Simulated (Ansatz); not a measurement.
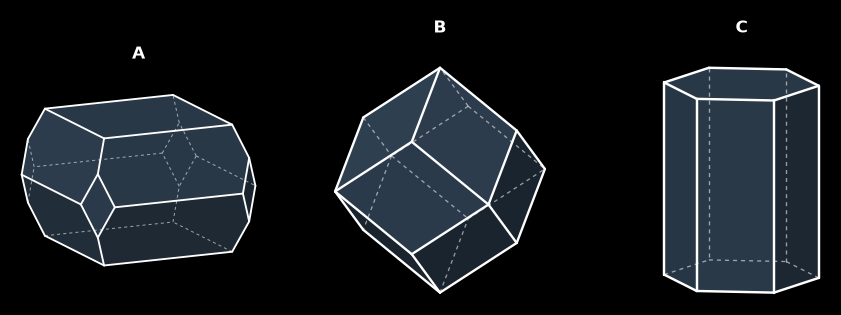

First Brillouin zones computed for the structures below (computed or model cells, partly hypothetical), each scaled to its frame and seen from the same direction (third Cartesian axis up).

Question: Match each zone to its crystal.
1. Fe5Co3, No. 229, Im-3m, a = 5.54 Å, b = 5.54 Å, c = 5.54 Å, α = 90.00°, β = 90.00°, γ = 90.00°
2. Si, P6/mmm, No. 191, a = 4.43 Å, b = 4.43 Å, c = 2.61 Å, α = 90.00°, β = 90.00°, γ = 120.00°
3. TiO2, No. 141, I4_1/amd, origin choice 1, a = 3.80 Å, b = 3.80 Å, c = 9.70 Å, α = 90.00°, β = 90.00°, γ = 90.00°

Answer: A is 3 (body-centred tetragonal, a truncated octahedron); B is 1 (body-centred cubic, a rhombic dodecahedron); C is 2 (primitive hexagonal, a hexagonal prism).
